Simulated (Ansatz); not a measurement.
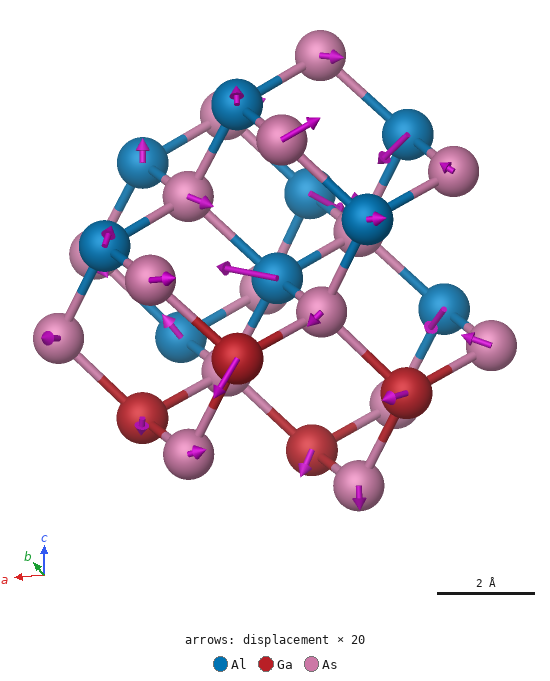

A relaxation of a crystal of Al20Ga12As32 (a generated structure, set up in P1). The starting structure is drawn; purple arrows show the displacements, magnified 20 times.

The picture is a ball-and-stick view of the atoms within 5.0 Å of the atom that moves most (axes of the cell of the calculation), seen from a free direction.

All numbers below come from DFT, PBEsol, PAW, plane waves (Ansatz). Set-up: plane-wave cutoff 420 eV; k-point mesh 1 × 1 × 1; mesh shifted by (0.25, 0.25, 0.25); no spin polarisation; cell relaxed at fixed shape; force threshold 0.03 eV/Å; at most 80 steps.

> Describe the change and its energy.

Over 3 geometry steps the energy falls by 7.1 meV per atom. Largest force component: 0.87 eV/Å at the start, 0.02 eV/Å at the end. The pressure goes from 0.12 to −0.02 GPa. An Al atom moves most relative to the cell: 0.078 Å along [3 −1 1]. Largest moves by element: Al 0.078 Å, As 0.058 Å, Ga 0.050 Å. Cell: a = b = c 11.337 → 11.340 Å (0.0 %). Volume +0.1 %. Among the contacts that change: Al–As 2.528 → 2.457 Å, Al–As 2.390 → 2.454 Å, As–Ga 2.507 → 2.452 Å, Al–As 2.502 → 2.456 Å. Among the angles between lasting bonds that change: As–Al–As 106.4° → 109.4°, Al–As–Al 106.8° → 109.3°. The space group stays P1 (No. 1). The run took 7.4 s on 1 × NVIDIA GB300 Max-Q with 8 threads of Arm Neoverse-V2, peak memory 2.2 GiB.
